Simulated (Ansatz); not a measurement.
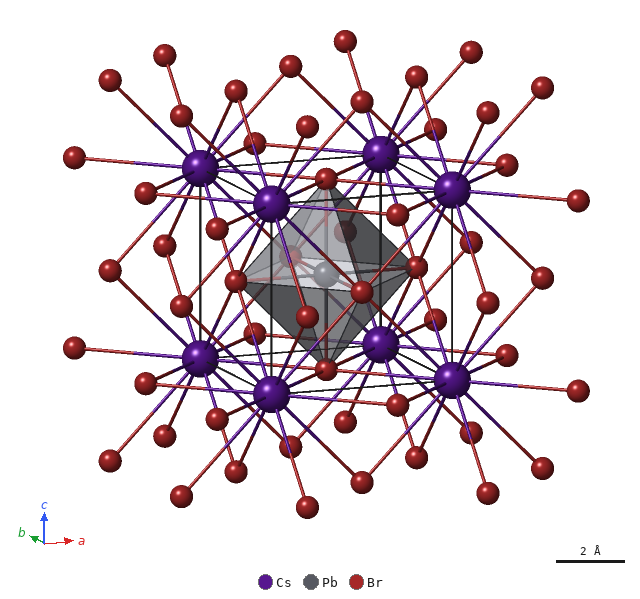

This polyhedral model is shown slightly off an axis. Atoms at the boundary of the conventional unit cell (the box) are drawn once for each face, edge or corner they touch. Some neighbours outside the box are added.

CsPbBr3, cubic perovskite, space group Pm-3m (No. 221), a = 5.765 Å, b = 5.765 Å, c = 5.765 Å, α = 90.00°, β = 90.00°, γ = 90.00°. The cell started as a structure type filled with these elements by a generator (whether the compound takes this form wasn't checked). The cell was then strained or its atoms displaced on purpose. A calculation with Ansatz used it as input.

This one geometry was computed with Ansatz (DFT, plane waves, PAW) at four levels of theory: PBE, r2SCAN, r2SCAN with spin-orbit coupling and HSE06. It was relaxed with r2SCAN and then strained.

**How does the band gap change with the level of theory?**

r2SCAN with spin-orbit coupling: a gap of 0.35 eV, direct; PBE: a gap of 1.28 eV, direct; r2SCAN: a gap of 1.63 eV, direct; HSE06: a gap of 1.83 eV, direct.

**Collect the results in a table.**

| level | cutoff (eV) | k-mesh of the run's cell | gap (eV) | pressure (GPa) |
| --- | --- | --- | --- | --- |
| PBE | 420 | 4×4×4 | 1.28 | 3.1 |
| r2SCAN | 500 | 4×4×4 | 1.63 | 2.4 |
| r2SCAN with spin-orbit coupling | 500 | 4×4×4 | 0.35 | 2.3 |
| HSE06 | 420 | 4×4×4 | 1.83 | 2.7 |

Gaps are taken on the k-mesh or band path of each run.
